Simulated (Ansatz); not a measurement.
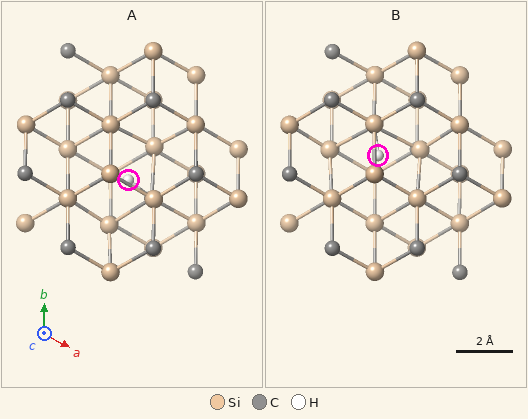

The two relaxed end points of a path for a defect cell of composition Si16HC16 (cell charge +1) (33 atoms in the cell). Style: ball-and-stick. Shown: the atoms within 4.7 Å of the middle of the path, along the c axis. The moving atom is ringed, with any periodic copies. Bonds to atoms that aren't drawn are left out.

Theory: DFT PBE, scalar-relativistic, plane waves, PAW in Ansatz.

Set-up: plane-wave cutoff 420 eV; k-point mesh 2 × 2 × 2; Gaussian smearing 0.02 eV; 5 movable images; climbing image.

> What barrier does the band find between them, and by what path?

The two ends have the same energy, and the highest point, image 3, lies 0.51 eV above the start. The H atom travels furthest, 1.03 Å from end to end, along [−1 1 0], on a path that bends up to 0.19 Å away from the straight line. At the highest image its nearest neighbour (C) is 1.50 Å away, against 1.12 Å at the start, and the surrounding atoms stand up to 0.07 Å off the mean of their end positions. Breaking: C–H (1.12 → 2.13 Å). Forming: C–H (2.13 → 1.12 Å). The band converged in 6 iterations. The largest component of the band force went from 1.2 to 0.042 eV/Å. The climbing image converged on the top of the path. Its curvatures weren't checked.

Energies of the converged images:

```json
{"image": "0", "path (Å)": "0.00", "E (eV)": "0.000"}
{"image": "1", "path (Å)": "0.21", "E (eV)": "0.045"}
{"image": "2", "path (Å)": "0.42", "E (eV)": "0.304"}
{"image": "3", "path (Å)": "0.63", "E (eV)": "0.510"}
{"image": "4", "path (Å)": "0.84", "E (eV)": "0.304"}
{"image": "5", "path (Å)": "1.05", "E (eV)": "0.045"}
{"image": "6", "path (Å)": "1.26", "E (eV)": "0.000"}
```

The geometry at the top of the path:

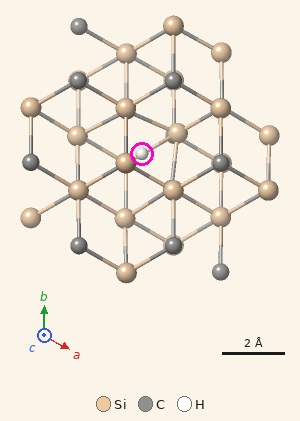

Limits of the set-up: the periodic images lie only 7.6 Å apart, so the values are limited by the cell's size; the cell is charged, on a uniform background, and energies carry no finite-size correction.

The run took 3.2 min on 4 threads of Arm Neoverse V1, with other jobs on the host, peak memory 1.7 GiB.
